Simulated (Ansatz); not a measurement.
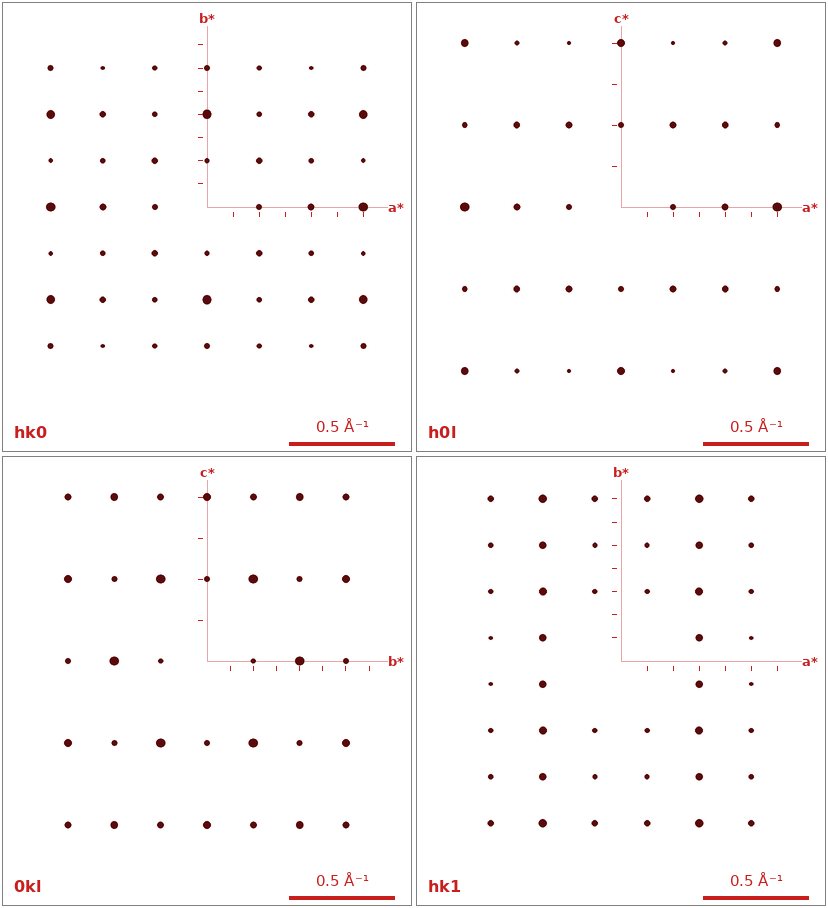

Simulated precession-type sections (neutrons; kinematic intensities, B = 0.5 Å²). The ticks mark integer indices of the conventional cell.

The compound is Pt. Structure: the geometry relaxed with DFT PBE, scalar-relativistic, plane waves, PAW in Ansatz; the starting structure was generated, so it need not be a known form of this composition.

> Read the reciprocal cell and give the direct cell.

a* = 0.125, b* = 0.111, c* = 0.196 Å⁻¹; the cell is orthorhombic with a = 8.01 Å, b = 9.01 Å, c = 5.09 Å.

> Which reflection conditions do the layers show?

Reflections are present only under these conditions. hkl: h + k = 2n, h + l = 2n; hk0: h = 2n, k = 2n; h0l: h = 2n, l = 2n; 0kl: k = 2n, l = 2n; h00: h = 2n; 0k0: k = 2n; 00l: l = 2n. The lattice is face-centred (F). A few very weak reflections are below the display threshold.

> Which space groups fit?

The intensities have Laue symmetry mmm (the hk0 layer shows 2mm, hk1 shows 2mm). With these conditions the candidates are F222 (No. 22), Fmm2 (No. 42), Fmmm (No. 69). Diffraction geometry alone does not choose among them; the structure has Fmm2.
